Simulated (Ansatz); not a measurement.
## Geometry relaxation, with input and output: SnSe2

SnSe2 (P-3m1, 3 atoms in the cell), computed with DFT, PBE, dispersion d3bj, plane waves, PAW (Ansatz 0.2.0).

The structure derives from an entry of the Crystallography Open Database. The run did not end well.

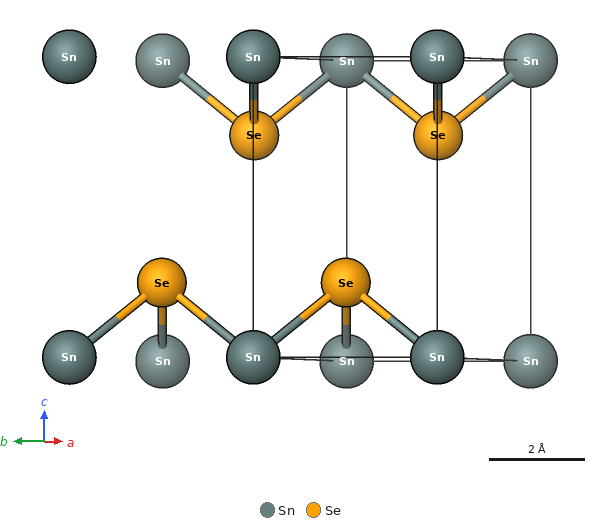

*The input geometry (ball-and-stick view of the cell of the calculation, repeated 1 × 2 × 1, seen at an oblique angle).*

Near neighbours in the crystal (not all of them lie inside the picture): Sn has 6 Se at 2.77 Å; Se has 3 Sn at 2.77 Å.

**Input file**
```yaml
crystal:
  lattice:
    - [3.9063281175, 0.0, 0.0]
    - [-1.9531640588, 3.3829793853, 0.0]
    - [0.0, 0.0, 6.3855195581]
  atoms:
    - { symbol: Sn, position: [0.0, 0.0, 0.0] }
    - { symbol: Se, position: [0.3333333333, 0.6666666667, 0.2528740145] }
    - { symbol: Se, position: [0.6666666667, 0.3333333333, 0.7471259855] }
  symmetry: { detect: false }
basis:
  ecutwfc: 420
  ecutrho_ratio: 6
kpoints:
  mp_grid: { grid: [12, 12, 6] }
hamiltonian:
  xc: pbe
  dispersion: d3bj
scf:
  occupations: { method: cold, width: 0.3 }
output:
  forces: true
  eigenvalues: true
  stress: true
relax:
  adjacent_minimum: "off"
  f_tol: 0.01
  max_steps: 30
  cell: { stress_tol: 0.1, fix: [volume] }
```

Launched with:
```bash
ansatz run input.yaml --threads 1 --pin off --max-ram 2560MiB --backend cpu --events-out ev --progress --plain --runs-dir out
```

**Log**
```
The last accepted step is kept in [file] (removed where the run ends without a failure and the disk answers)
the start keeps a symmetry that the run doesn't impose, so 3 atoms are moved at random by 1.00e-2 Å, to let the relaxation leave a saddle point. relax.escape_saddle: false keeps them in place
Engine: ansatz 0.2.0, aarch64-unknown-linux-gnu
Pseudopotentials: kind: paw
Pseudopotential: Sn, paw, valence charge 14, recommended cutoff 420 eV (normal), Sn.paw.azcp
Pseudopotential: Se, paw, valence charge 16, recommended cutoff 420 eV (normal), Se.paw.azcp
Functional definition: PBE
  parameter kappa = 0.804
  parameter beta = 0.06672455060314922
  exchange = pbe_x(kappa = kappa, mu = beta*pi^2/3)
  correlation = pbe_c(beta = beta)
Crystal: 3 atoms, lattice volume = 84.385 Å³
Basis set: ecut = 420 eV, 1665 PW (Γ), exchange–correlation on 64×64×108 points (8 copies of the dense FFT grid, shifted against one another)
Bands: 28, of which v1, the nominal top of the filled ones, is band 23 counted from 1 (22 counted from 0)
Symmetry: 1 space group operations
k-points: 436 of 864 (time reversal used)
Non-local potential: Sn, projectors of the file, l = 0: 2, l = 1: 2, l = 2: 2, l = 3: 2
Non-local potential: Se, projectors of the file, l = 0: 2, l = 1: 2, l = 2: 3, l = 3: 1
PAW form: soft (Blöchl's): semilocal exchange-correlation on the pseudo side does not see the compensation charge
PAW one-centre angular grid: Sn, 590 points (default); XC on 64 Gauss nodes
PAW one-centre angular grid: Se, 590 points (default); XC on 64 Gauss nodes
Initial density: superposition of atomic densities (neutral atoms: chi_scale 0, normalization atom), corrected by the library's trained network
Initial wavefunctions: pseudopotential atomic-orbital guess
Functional: x = pbe(κ = 0.804, μ = 0.2195149727645171), c = pbe(β = 0.06672455060314922)
SCF iter   1: F=—  HF=-16964.144466 eV  |F-HF|=—  |Δ(HF+E_count)|=         —  Δρ=1.73e-3  dr2=4.80e-3  ethr=1.77e-3  ⟨swp⟩=5.7  Hψ=49622  notcnv=0
preconditioner: auto → Resta (q_TF=auto, 2.466 Å⁻¹)  ε∞=2.7  [insulator: Δε(μ)=0.596 eV  Ē_g=15.772 eV  σ=0.300 eV  W_gap=0.72  n_scr=22 (ndim 8)  ℏωp=20.6 eV  f_vac=0.097  D(μ)=-0.00/eV (n_scr^D=0)  ε∞_Penn≈2.7]
SCF iter   2: F=—  HF=-16964.127787 eV  |F-HF|=—  |Δ(HF+E_count)|=   1.33e-3  S|Δr|=   5.57e-2  Δρ=6.32e-4  dr2=2.04e-4  ethr=1.04e-5  ⟨swp⟩=3.0  Hψ=25875  notcnv=0
SCF iter   3: F=—  HF=-16964.126758 eV  |F-HF|=—  |Δ(HF+E_count)|=   5.29e-5  S|Δr|=   4.07e-3  Δρ=3.41e-4  dr2=5.76e-5  ethr=4.43e-7  ⟨swp⟩=2.0  Hψ=22185  notcnv=0
SCF iter   4: F=—  HF=-16964.126261 eV  |F-HF|=—  |Δ(HF+E_count)|=   9.51e-5  S|Δr|=   2.05e-3  Δρ=1.01e-4  dr2=6.05e-6  ethr=1.25e-7  ⟨swp⟩=2.0  Hψ=15038  notcnv=0
SCF iter   5: F=—  HF=-16964.126358 eV  |F-HF|=—  |Δ(HF+E_count)|=   2.01e-5  S|Δr|=   3.27e-4  Δρ=1.59e-5  dr2=2.81e-7  ethr=1.32e-8  ⟨swp⟩=2.0  Hψ=15653  notcnv=0
SCF iter   6: F=-16964.126358 eV  HF=-16964.126358 eV  |F-HF|=2.62e-8  |Δ(HF+E_count)|=   5.23e-6  S|Δr|=   5.23e-7  Δρ=6.66e-6  dr2=6.82e-8  ethr=2.17e-10  ⟨swp⟩=6.8  Hψ=55757  notcnv=0
Mixer restart at iter 6: flushing history
SCF iter   7: F=—  HF=-16964.360821 eV  |F-HF|=—  |Δ(HF+E_count)|=         —  Δρ=5.61e-4  dr2=2.20e-4  ethr=1.48e-10  ⟨swp⟩=2.0  Hψ=21984  notcnv=0
SCF iter   8: F=—  HF=-16964.360816 eV  |F-HF|=—  |Δ(HF+E_count)|=   4.88e-6  S|Δr|=   5.73e-7  Δρ=1.51e-4  dr2=1.66e-5  ethr=1.48e-10  ⟨swp⟩=4.8  Hψ=36409  notcnv=0
SCF iter   9: F=—  HF=-16964.360808 eV  |F-HF|=—  |Δ(HF+E_count)|=   7.76e-6  S|Δr|=   1.10e-7  Δρ=4.59e-5  dr2=2.25e-6  ethr=1.48e-10  ⟨swp⟩=3.3  Hψ=32477  notcnv=0
SCF iter  10: F=—  HF=-16964.360809 eV  |F-HF|=—  |Δ(HF+E_count)|=   8.69e-7  S|Δr|=   9.90e-9  Δρ=1.77e-5  dr2=4.41e-7  ethr=1.48e-10  ⟨swp⟩=3.0  Hψ=30919  notcnv=0
SCF iter  11: F=-16964.360810 eV  HF=-16964.360810 eV  |F-HF|=1.01e-7  |Δ(HF+E_count)|=   6.36e-7  S|Δr|=   1.07e-8  Δρ=7.44e-6  dr2=9.09e-8  ethr=1.48e-10  ⟨swp⟩=3.3  Hψ=52477  notcnv=0
SCF 1 converged in 11 iterations: F = -16964.360810 eV  dr2 = 9.09e-8
  greatest PAW one-centre occupation: 1.000 electrons in one spin orbital (limit 2), on the Se atom at site 2 (counted from 0), in its partial waves of l = 2
relax step   1: F+E_penalty+E_count = -16964.36081021 eV  Δ(F+E_penalty+E_count) = +0.000e0 eV  max|allowed force component| = 3.205e-1 eV/Å  Δτ_max = 0.0000 Å  P = -3.131 GPa  Ω = 84.385 Å³  fix = [volume]  reactions: volume -3.131 GPa  (11 SCF iters, dr2 threshold 1.00e-7 eV, accepted)
Basis set: ecut = 420 eV, 1677 PW (Γ), exchange–correlation on 64×64×108 points (8 copies of the dense FFT grid, shifted against one another)
Initial density: handed on by an earlier stage of this run
Initial wavefunctions: those handed on with the density
iter 1 solved again at ethr=6.83e-5 eV; its pass at ethr=3.10e-3 eV (dr2=3.14e-2 eV) is discarded
SCF iter   1: F=—  HF=-16964.285756 eV  |F-HF|=—  |Δ(HF+E_count)|=         —  Δρ=5.71e-3  dr2=2.62e-2  ethr=6.83e-5  ⟨swp⟩=1.0  Hψ=54932  notcnv=0
preconditioner: auto → Resta (q_TF=auto, 2.466 Å⁻¹)  ε∞=2.7  [insulator: Δε(μ)=0.866 eV  Ē_g=16.028 eV  σ=0.300 eV  W_gap=0.89  n_scr=22 (ndim 8)  ℏωp=20.6 eV  f_vac=0.140  D(μ)=-0.00/eV (n_scr^D=0)  ε∞_Penn≈2.7]
SCF iter   2: F=—  HF=-16964.270325 eV  |F-HF|=—  |Δ(HF+E_count)|=   7.08e-3  S|Δr|=   3.03e-2  Δρ=2.58e-3  dr2=4.53e-3  ethr=5.69e-5  ⟨swp⟩=2.0  Hψ=14074  notcnv=0
SCF iter   3: F=—  HF=-16964.268353 eV  |F-HF|=—  |Δ(HF+E_count)|=   9.20e-4  S|Δr|=   3.74e-3  Δρ=6.22e-4  dr2=4.03e-4  ethr=9.85e-6  ⟨swp⟩=2.8  Hψ=19033  notcnv=0
SCF iter   4: F=—  HF=-16964.266512 eV  |F-HF|=—  |Δ(HF+E_count)|=   6.30e-5  S|Δr|=   6.82e-3  Δρ=2.14e-4  dr2=4.35e-5  ethr=8.76e-7  ⟨swp⟩=2.0  Hψ=21382  notcnv=0
SCF iter   5: F=—  HF=-16964.266752 eV  |F-HF|=—  |Δ(HF+E_count)|=   1.74e-6  S|Δr|=   8.52e-4  Δρ=7.90e-5  dr2=7.05e-6  ethr=9.45e-8  ⟨swp⟩=2.0  Hψ=21365  notcnv=0
SCF iter   6: F=—  HF=-16964.266863 eV  |F-HF|=—  |Δ(HF+E_count)|=   3.85e-6  S|Δr|=   3.95e-4  Δρ=2.67e-5  dr2=1.20e-6  ethr=1.53e-8  ⟨swp⟩=2.0  Hψ=21373  notcnv=0
SCF iter   7: F=-16964.266837 eV  HF=-16964.266837 eV  |F-HF|=1.02e-7  |Δ(HF+E_count)|=   8.69e-7  S|Δr|=   9.60e-5  Δρ=1.12e-5  dr2=1.17e-7  ethr=6.52e-10  ⟨swp⟩=6.1  Hψ=56128  notcnv=0
Mixer restart at iter 7: flushing history
SCF iter   8: F=—  HF=-16964.346236 eV  |F-HF|=—  |Δ(HF+E_count)|=         —  Δρ=1.86e-4  dr2=2.66e-5  ethr=2.54e-10  ⟨swp⟩=2.0  Hψ=22324  notcnv=0
SCF iter   9: F=—  HF=-16964.346235 eV  |F-HF|=—  |Δ(HF+E_count)|=   1.28e-6  S|Δr|=   1.61e-7  Δρ=4.95e-5  dr2=1.71e-6  ethr=2.54e-10  ⟨swp⟩=4.0  Hψ=34071  notcnv=0
SCF iter  10: F=-16964.346234 eV  HF=-16964.346234 eV  |F-HF|=2.06e-7  |Δ(HF+E_count)|=   4.95e-7  S|Δr|=   2.84e-8  Δρ=1.54e-5  dr2=2.23e-7  ethr=2.54e-10  ⟨swp⟩=2.5  Hψ=56839  notcnv=0
SCF 2 converged in 10 iterations: F = -16964.346234 eV  dr2 = 2.23e-7
  greatest PAW one-centre occupation: 1.000 electrons in one spin orbital (limit 2), on the Se atom at site 1 (counted from 0), in its partial waves of l = 2
relax step   2: F+E_penalty+E_count = -16964.34623508 eV  Δ(F+E_penalty+E_count) = +1.458e-2 eV  max|allowed force component| = 5.673e-1 eV/Å  Δτ_max = 0.1009 Å  P = -0.133 GPa  Ω = 84.385 Å³  energy of the carried Pulay correction = +5.025e-18 eV  fix = [volume]  (10 SCF iters, dr2 threshold 3.00e-7 eV, rejected (line search))
iter 1 solved again at ethr=2.54e-5 eV; its pass at ethr=3.10e-3 eV (dr2=1.17e-2 eV) is discarded
SCF iter   1: F=—  HF=-16964.218544 eV  |F-HF|=—  |Δ(HF+E_count)|=         —  Δρ=3.49e-3  dr2=1.26e-2  ethr=2.54e-5  ⟨swp⟩=2.2  Hψ=56659  notcnv=0
preconditioner: auto → Resta (q_TF=auto, 2.466 Å⁻¹)  ε∞=2.7  [insulator: Δε(μ)=0.670 eV  Ē_g=15.901 eV  σ=0.300 eV  W_gap=0.77  n_scr=22 (ndim 8)  ℏωp=20.6 eV  f_vac=0.118  D(μ)=-0.00/eV (n_scr^D=0)  ε∞_Penn≈2.7]
SCF iter   2: F=—  HF=-16964.220760 eV  |F-HF|=—  |Δ(HF+E_count)|=   3.46e-3  S|Δr|=   2.04e-2  Δρ=1.61e-3  dr2=2.12e-3  ethr=2.54e-5  ⟨swp⟩=2.0  Hψ=14039  notcnv=0
SCF iter   3: F=—  HF=-16964.219106 eV  |F-HF|=—  |Δ(HF+E_count)|=   4.87e-4  S|Δr|=   4.21e-3  Δρ=4.32e-4  dr2=2.30e-4  ethr=4.61e-6  ⟨swp⟩=2.1  Hψ=15929  notcnv=0
SCF iter   4: F=—  HF=-16964.220370 eV  |F-HF|=—  |Δ(HF+E_count)|=   2.18e-5  S|Δr|=   4.62e-3  Δρ=1.49e-4  dr2=2.22e-5  ethr=5.01e-7  ⟨swp⟩=2.0  Hψ=22239  notcnv=0
SCF iter   5: F=—  HF=-16964.219944 eV  |F-HF|=—  |Δ(HF+E_count)|=   2.20e-5  S|Δr|=   1.58e-3  Δρ=5.62e-5  dr2=3.81e-6  ethr=4.83e-8  ⟨swp⟩=2.0  Hψ=22245  notcnv=0
SCF iter   6: F=—  HF=-16964.219857 eV  |F-HF|=—  |Δ(HF+E_count)|=   1.22e-6  S|Δr|=   3.23e-4  Δρ=1.91e-5  dr2=5.68e-7  ethr=8.28e-9  ⟨swp⟩=2.0  Hψ=22245  notcnv=0
SCF iter   7: F=—  HF=-16964.219891 eV  |F-HF|=—  |Δ(HF+E_count)|=   3.88e-7  S|Δr|=   1.21e-4  Δρ=8.74e-6  dr2=8.12e-8  ethr=1.24e-9  ⟨swp⟩=2.0  Hψ=21374  notcnv=0
SCF iter   8: F=—  HF=-16964.219870 eV  |F-HF|=—  |Δ(HF+E_count)|=   7.58e-7  S|Δr|=   7.69e-5  Δρ=2.34e-6  dr2=4.67e-9  ethr=1.76e-10  ⟨swp⟩=2.0  Hψ=21424  notcnv=0
SCF iter   9: F=—  HF=-16964.219859 eV  |F-HF|=—  |Δ(HF+E_count)|=   2.59e-8  S|Δr|=   3.88e-5  Δρ=5.73e-7  dr2=3.96e-10  ethr=1.01e-11  ⟨swp⟩=2.0  Hψ=17970  notcnv=0
```

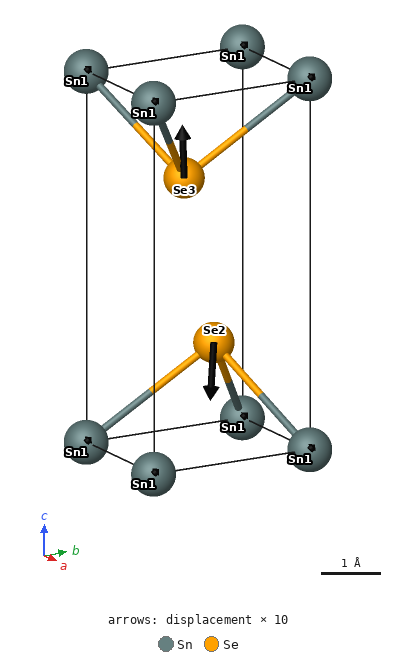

*The starting structure with the displacements (without the part carried along by the change of the cell) as black arrows, magnified 10 times (ball-and-stick view of the cell of the calculation, seen slightly off an axis).*

The run was cut off at its time limit before the relaxation converged, so the last structure is only a point on the way. The largest move relative to the cell is that of Se2, 0.10 Å. By element the largest moves are Se 0.10 Å, Sn 0.01 Å. The drawn cell changes at constant volume: a 3.906 → 3.891 Å (−0.4 %), b 3.906 → 3.893 Å (−0.3 %), c 6.386 → 6.436 Å (+0.8 %). Distances before and after: Sn1–Se2 2.793 → 2.717 Å, Sn1–Se3 2.782 → 2.724 Å. Among the angles that change: Sn1–Se2–Sn1 89.2° → 91.6°, Se2–Sn1–Se2 89.2° → 91.6°, Se2–Sn1–Se2 89.2° → 91.5°. The space group (tolerance 0.01 Å) goes from P1 (No. 1) to P3m1 (No. 156). The energy rises by 4.9 meV per atom in 1 geometry step. The largest force component goes from 0.32 to 0.57 eV/Å. The pressure goes from −3.13 to −0.13 GPa. The line search rejected the trial step at point 1 (counted from 0) and went back. (Atoms are counted from 1 in the order of the input.)

**Trajectory as extended XYZ (Å, eV, eV/Å), 2 frames, from step=1 to step=2**
```
3
Lattice="3.9063 0.0000 0.0000 -1.9532 3.3830 0.0000 0.0000 0.0000 6.3855" Properties=species:S:1:pos:R:3:forces:R:3 step=1 energy=-16964.36081 pressure_GPa=-3.13
Sn    0.0009   -0.0097   -0.0021   -0.0080   0.0723   0.0786
Se    0.0019    2.2642    1.6190   -0.0060  -0.0351  -0.3205
Se    1.9488    1.1359    4.7744    0.0140  -0.0373   0.2419
3
Lattice="3.8908 -0.0021 -0.0002 -1.9473 3.3707 0.0001 -0.0004 -0.0001 6.4364" Properties=species:S:1:pos:R:3:forces:R:3 step=2 energy=-16964.34624 pressure_GPa=-0.13 accepted=F
Sn   -0.0003    0.0002    0.0066   -0.0022   0.0187  -0.1037
Se   -0.0034    2.2500    1.5304    0.0072  -0.0095   0.5673
Se    1.9453    1.1256    4.9050   -0.0050  -0.0092  -0.4636
```

**What the run reported**

- outcome: stopped at the time limit
- space group (tolerance 0.01 Å): P-3m1 (164) → P3m1 (156)
- final cell: a = 3.891 Å, b = 3.893 Å, c = 6.436 Å, α = 90.00°, β = 90.01°, γ = 120.05°
- hardware: 1 thread of Arm Neoverse V1, 24 GiB of memory available, shared host
- wall time: 6.7 min
- peak memory: 0.99 GiB

**Diagnosis**

Settings chosen away from the usual ones: basis.ecutrho_ratio set to 6; crystal.symmetry set to {"detect": false}; scf.occupations.method set to cold (from gaussian); scf.occupations.width set to 0.3 (from 0.02). The run was cut off by its time limit, so the output is incomplete.
